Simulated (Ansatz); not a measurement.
**AlP: a changed input and its effect**

System: AlP (F-43m, 2 atoms in the cell).
Method of run A: DFT PBEsol, scalar-relativistic, plane waves, PAW, no spin polarisation (Ansatz 0.2.0).

The structure derives from an entry of the Crystallography Open Database. Text and figures count atoms from 1; the logs count them from 0 in places.

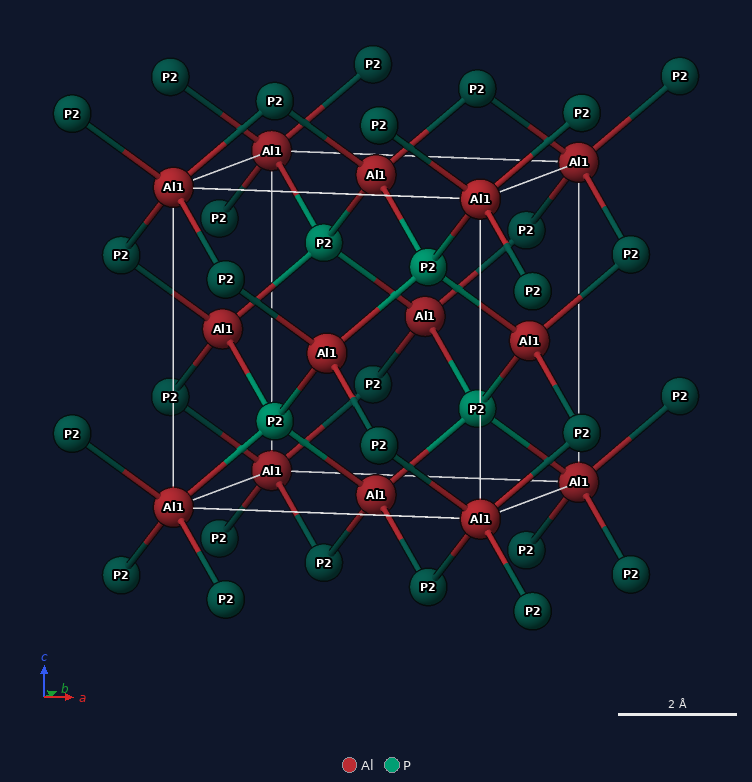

**Figure 1.** The input geometry (ball-and-stick view of the cell 4 times as large as that of the calculation, set on its symmetry axes, seen slightly off an axis; neighbours outside the cell are drawn fainter; atoms are numbered from 1 in the order of the input). Near neighbours in the crystal (not all of them lie inside the picture): Al has 4 P at 2.37 Å; P has 4 Al at 2.37 Å.

**Input, run A**
```yaml
crystal:
  lattice:
    - [0.0, 2.7351727429, 2.7351727429]
    - [2.7351727429, 0.0, 2.7351727429]
    - [2.7351727429, 2.7351727429, 0.0]
  atoms:
    - { symbol: Al, position: [0.0, 0.0, 0.0] }
    - { symbol: P, position: [0.75, 0.75, 0.75] }
basis:
  ecutwfc: 420
kpoints:
  mp_grid: { grid: [8, 8, 8] }
hamiltonian:
  xc: pbesol
scf:
  occupations: { method: fixed }
output:
  forces: true
  stress: true
  eigenvalues: true
relax:
  adjacent_minimum: "off"
  f_tol: 0.001
  max_steps: 60
  cell: { stress_tol: 0.02, p_target: 20.0 }
```

Launched with:
```bash
ansatz run input.yaml --threads 1 --pin off --max-ram 3072MiB --backend cpu --events-out ev --progress --plain --runs-dir out
```

Hardware: 1 thread of Intel Xeon @ 2.50GHz (Skylake/Cascade Lake), 189 GiB of memory available, shared host.

**Output, shortened to warnings, some set-up lines, iterations and results (run A)**
```
Basis set: ecut = 420 eV, 821 PW (Γ), exchange–correlation on 54×54×54 points (8 copies of the dense FFT grid, shifted against one another)
Symmetry: 24 space group operations
k-points: 29 of 512 (time reversal used)
Initial density: superposition of atomic densities (neutral atoms: chi_scale 0, normalization atom), corrected by the library's trained network
[...]
SCF iter   1: F=—  HF=-1265.737098 eV  |F-HF|=—  |Δ(HF+E_count)|=         —  Δρ=3.58e-3  dr2=9.39e-3  ethr=1.77e-3  ⟨swp⟩=5.3  Hψ=1695  notcnv=0  defer=51
SCF iter   2: F=—  HF=-1265.734460 eV  |F-HF|=—  |Δ(HF+E_count)|=   2.64e-3  Δρ=1.05e-3  dr2=4.61e-4  ethr=1.17e-4  ⟨swp⟩=2.9  Hψ=612  notcnv=0  defer=52
SCF iter   3: F=—  HF=-1265.734471 eV  |F-HF|=—  |Δ(HF+E_count)|=   1.06e-5  Δρ=3.97e-4  dr2=6.06e-5  ethr=5.76e-6  ⟨swp⟩=2.5  Hψ=346  notcnv=0  defer=54
SCF iter   4: F=—  HF=-1265.734473 eV  |F-HF|=—  |Δ(HF+E_count)|=   2.20e-6  Δρ=5.40e-5  dr2=7.05e-7  ethr=7.57e-7  ⟨swp⟩=2.0  Hψ=322  notcnv=0  defer=49
SCF iter   5: F=-1265.734473 eV  HF=-1265.734473 eV  |F-HF|=3.43e-9  |Δ(HF+E_count)|=   5.08e-7  Δρ=4.31e-6  dr2=4.16e-9  ethr=8.81e-9  ⟨swp⟩=2.5  Hψ=335  notcnv=0  defer=49
[... 37 lines ...]
SCF iter   5: F=—  HF=-1265.396342 eV  |F-HF|=—  |Δ(HF+E_count)|=  5.98e-11  Δρ=3.77e-7  dr2=6.06e-11  ethr=2.59e-12  ⟨swp⟩=1.1  Hψ=235  notcnv=0  defer=51
SCF iter   6: F=—  HF=-1265.396342 eV  |F-HF|=—  |Δ(HF+E_count)|=  2.00e-11  Δρ=1.38e-7  dr2=7.87e-12  ethr=1.00e-12  ⟨swp⟩=1.6  Hψ=267  notcnv=0  defer=51
SCF iter   7: F=-1265.396342 eV  HF=-1265.396342 eV  |F-HF|=6.82e-13  |Δ(HF+E_count)|=  2.73e-12  Δρ=4.74e-8  dr2=9.00e-13  ethr=1.00e-12  ⟨swp⟩=9.9  Hψ=1730  notcnv=0
SCF 7 converged in 7 iterations: F = -1265.396342 eV  dr2 = 9.00e-13
relax step   7: F+E_penalty+E_count = -1265.39634229 eV  Δ(F+E_penalty+E_count) = +4.557e-6 eV  max|allowed force component| = 2.544e-17 eV/Å  Δτ_max = 0.0000 Å  P = +20.000 …
basis re-selected at this cell: Δ(F+E_penalty+E_count) = +4.557e-6 eV, ΔP = -0.000 GPa vs the last step (what re-selecting the basis moved, of the pressure what is left beyond the Pulay correction that the steps carried, after the strain that the cell walked since its last selection, with what the …
SCF converged after 7 iterations
Free energy (F): -1265.396342 eV
Harris-Foulkes:  -1265.396342 eV  (|F-HF|=6.82e-13)
Internal energy: -1265.396342 eV  (E = F + TS)
E sigma→0 (E₀):  -1265.396342 eV
Fermi energy:    6.644926 eV
--- Per-component energies (eV) ---
  E_band       = 14.149804
  E_kinetic    = 99.294683
  E_local      = -70.399017  (includes V_loc(G=0)·N_el)
  E_nonlocal   = 46.753108
  E_hartree    = 21.742756
  E_xc         = -102.870451
  E_vxc        = -92.946822  (∫ρ·V_xc dr)
  E_paw        = -1009.782437  (= ΣΔE_a)
  E_vpaw       = -12.037657  (= ΣTr[D̂ρ^β])
  E_aug_tail   = -0.000000  (compensation charges beyond the density's cutoff)
  E_ewald      = -250.200219
  E_core_change = 0.065235  (= ΣΔE_core)
  E_smearing   = -0.000000  (= −TS)
  E_closure    = 0.000000  (closes the sum)
  Σ components = -1265.396342   (vs F -1265.396342, Δ=0.00e0)
--- Forces (eV/Å), atoms counted from 1 ---
  atom   1  Al    -0.00000000    -0.00000000     0.00000000
  atom   2  P      0.00000000     0.00000000    -0.00000000
  max |Σ_I F_I| component: 2.31e-17 eV/Å
--- Stress (GPa, compression-positive) ---
       19.999851      -0.000000      -0.000000
       -0.000000      19.999851       0.000000
       -0.000000       0.000000      19.999851
  P = ⅓ Tr σ = 19.9999 GPa (199.999 kbar)
--- Relaxed structure (5 steps of the walk, 5 accepted, 2 SCFs on fresh bases) ---
  F+E_penalty+E_count = -1265.39634229 eV   max|allowed force component| = 2.544e-17 eV/Å   (the final SCF, on the basis selected at the relaxed cell)
  cell:  # Å, volume = 34.7096 Å³
    - [-2.0299955129794586e-34, 2.5890475107896886, 2.5890475107896886]
    - [2.5890475107896886, 2.0380691403782167e-32, 2.5890475107896886]
    - [2.5890475107896886, 2.5890475107896886, 1.5287707999303013e-32]
  atoms:
    - { symbol: Al, position: [1.2322356646126044e-33, -1.5138895308097714e-33, -1.3965337532276183e-33] }
    - { symbol: P, position: [0.75, 0.75, 0.75] }
```

For run B the input was changed thus:
```diff
+  convergence: { dr2_threshold: 1.0e-11 }
-  cell: { stress_tol: 0.02, p_target: 20.0 }
+  cell: { stress_tol: 0.01 }
```

What does this change do to the results?

Run B ends 169.1 meV per atom lower: the change has altered the solution reached or how tightly it is converged. The gap on the mesh goes from 1.08 to 1.45 eV. The pressure goes from 20.00 to 0.01 GPa. The volume per atom goes from 17.35 to 20.46 Å³. The SCF takes 12 iterations over all geometry steps against 33. On the same kind of shared host run B took about 0.26 times as long.

**Output, shortened to warnings, some set-up lines, iterations and results (run B)**
```
Warning: relax.cell: scf.convergence.dr2_threshold = 1e-11 eV is looser than the 8e-12 eV advised for a relaxation that steers and ends on the stress (1e-10 eV for each atom of the cell: 2, times the square of relax.cell.stress_tol = 0.01 GPa over its default 0.05). What an SCF threshold leaves in a stress goes as its square root, and in the free energy as the threshold itself, and one threshold …
Basis set: ecut = 420 eV, 821 PW (Γ), exchange–correlation on 54×54×54 points (8 copies of the dense FFT grid, shifted against one another)
Symmetry: 24 space group operations
k-points: 29 of 512 (time reversal used)
Initial density: superposition of atomic densities (neutral atoms: chi_scale 0, normalization atom), corrected by the library's trained network
[...]
SCF iter   1: F=—  HF=-1265.737098 eV  |F-HF|=—  |Δ(HF+E_count)|=         —  Δρ=3.58e-3  dr2=9.39e-3  ethr=1.77e-3  ⟨swp⟩=5.3  Hψ=1695  notcnv=0  defer=51
SCF iter   2: F=—  HF=-1265.734460 eV  |F-HF|=—  |Δ(HF+E_count)|=   2.64e-3  Δρ=1.05e-3  dr2=4.61e-4  ethr=1.17e-4  ⟨swp⟩=2.9  Hψ=612  notcnv=0  defer=52
SCF iter   3: F=—  HF=-1265.734471 eV  |F-HF|=—  |Δ(HF+E_count)|=   1.06e-5  Δρ=3.97e-4  dr2=6.06e-5  ethr=5.76e-6  ⟨swp⟩=2.5  Hψ=346  notcnv=0  defer=54
SCF iter   4: F=—  HF=-1265.734473 eV  |F-HF|=—  |Δ(HF+E_count)|=   2.35e-6  Δρ=5.40e-5  dr2=7.04e-7  ethr=7.57e-7  ⟨swp⟩=2.1  Hψ=322  notcnv=0  defer=49
SCF iter   5: F=—  HF=-1265.734473 eV  |F-HF|=—  |Δ(HF+E_count)|=   3.53e-7  Δρ=4.32e-6  dr2=4.19e-9  ethr=8.80e-9  ⟨swp⟩=2.4  Hψ=335  notcnv=0  defer=44
[... 6 lines ...]
SCF iter   3: F=—  HF=-1265.734473 eV  |F-HF|=—  |Δ(HF+E_count)|=  2.50e-11  Δρ=3.37e-7  dr2=3.45e-11  ethr=1.64e-12  ⟨swp⟩=1.1  Hψ=236  notcnv=0  defer=51
SCF iter   4: F=—  HF=-1265.734473 eV  |F-HF|=—  |Δ(HF+E_count)|=  3.18e-12  Δρ=2.06e-7  dr2=1.06e-11  ethr=1.00e-12  ⟨swp⟩=1.0  Hψ=233  notcnv=0  defer=51
SCF iter   5: F=-1265.734473 eV  HF=-1265.734473 eV  |F-HF|=6.82e-13  |Δ(HF+E_count)|=  2.27e-13  Δρ=1.26e-7  dr2=3.71e-12  ethr=1.00e-12  ⟨swp⟩=10.0  Hψ=1752  notcnv=0
SCF 2 converged in 5 iterations: F = -1265.734473 eV  dr2 = 3.71e-12
relax step   2: F+E_penalty+E_count = -1265.73447346 eV  Δ(F+E_penalty+E_count) = +9.095e-13 eV  max|allowed force component| = 2.035e-16 eV/Å  Δτ_max = 0.0000 Å  P = +0.008 …
basis re-selected at this cell: Δ(F+E_penalty+E_count) = +9.095e-13 eV, ΔP = +0.000 GPa vs the last step (what re-selecting the basis moved, of the pressure what is left beyond the Pulay correction that the steps carried, after the strain that the cell walked since its last selection, with what the …
SCF converged after 5 iterations
Free energy (F): -1265.734473 eV
Harris-Foulkes:  -1265.734473 eV  (|F-HF|=6.82e-13)
Internal energy: -1265.734473 eV  (E = F + TS)
E sigma→0 (E₀):  -1265.734473 eV
Fermi energy:    4.937630 eV
--- Per-component energies (eV) ---
  E_band       = 3.909510
  E_kinetic    = 93.502186
  E_local      = -82.476885  (includes V_loc(G=0)·N_el)
  E_nonlocal   = 44.858252
  E_hartree    = 24.694056
  E_xc         = -100.476929
  E_vxc        = -89.932227  (∫ρ·V_xc dr)
  E_paw        = -1009.066992  (= ΣΔE_a)
  E_vpaw       = -11.429927  (= ΣTr[D̂ρ^β])
  E_aug_tail   = 0.000001  (compensation charges beyond the density's cutoff)
  E_ewald      = -236.833398
  E_core_change = 0.065235  (= ΣΔE_core)
  E_smearing   = -0.000000  (= −TS)
  E_closure    = 0.000000  (closes the sum)
  Σ components = -1265.734473   (vs F -1265.734473, Δ=0.00e0)
--- Forces (eV/Å), atoms counted from 1 ---
  atom   1  Al    -0.00000000     0.00000000    -0.00000000
  atom   2  P      0.00000000    -0.00000000     0.00000000
  max |Σ_I F_I| component: 7.40e-17 eV/Å
--- Stress (GPa, compression-positive) ---
        0.008156      -0.000000       0.000000
       -0.000000       0.008156       0.000000
       -0.000000       0.000000       0.008156
  P = ⅓ Tr σ = 0.0082 GPa (0.082 kbar)
--- Relaxed structure (1 steps of the walk, 1 accepted, 1 SCFs on fresh bases) ---
  F+E_penalty+E_count = -1265.73447346 eV   max|allowed force component| = 2.035e-16 eV/Å   (the final SCF, on the basis selected at the relaxed cell)
  cell:  # Å, volume = 40.9246 Å³
    - [0.0, 2.7351727429, 2.7351727429]
    - [2.7351727429, 0.0, 2.7351727429]
    - [2.7351727429, 2.7351727429, 0.0]
  atoms:
    - { symbol: Al, position: [0.0, 0.0, 0.0] }
    - { symbol: P, position: [0.75, 0.75, 0.75] }
```

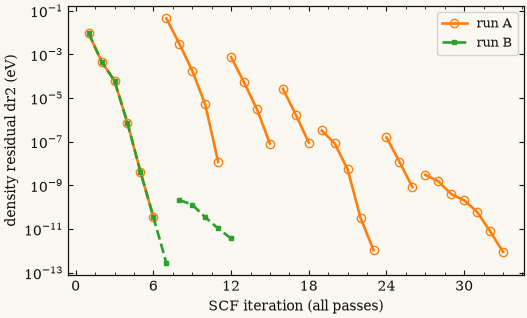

**Figure 2.** Convergence of the two runs: density residual dr2 against the SCF iteration. A break in a curve parts two SCF passes. Run A takes 33 iterations in all, and run B takes 12.

**The two runs side by side**

| quantity | run A | run B |
| --- | --- | --- |
| outcome | converged | converged |
| free energy per atom (eV) | −632.6982 | −632.8672 |
| gap on the mesh (eV) | 1.08 | 1.45 |
| pressure (GPa) | 20.00 | 0.01 |
| volume per atom (Å³) | 17.35 | 20.46 |
| largest force (eV/Å) | 0.000 | 0.000 |
| SCF iterations | 33 | 12 |
| irreducible k-points | 29 | 29 |
| wall time (shared host) | 33 s | 8.7 s |

For run A: The cell was relaxed to the target pressure of the input; what is minimised is then the enthalpy E + pV. For run B: Warnings: the SCF threshold is looser than advised for the printed stress.
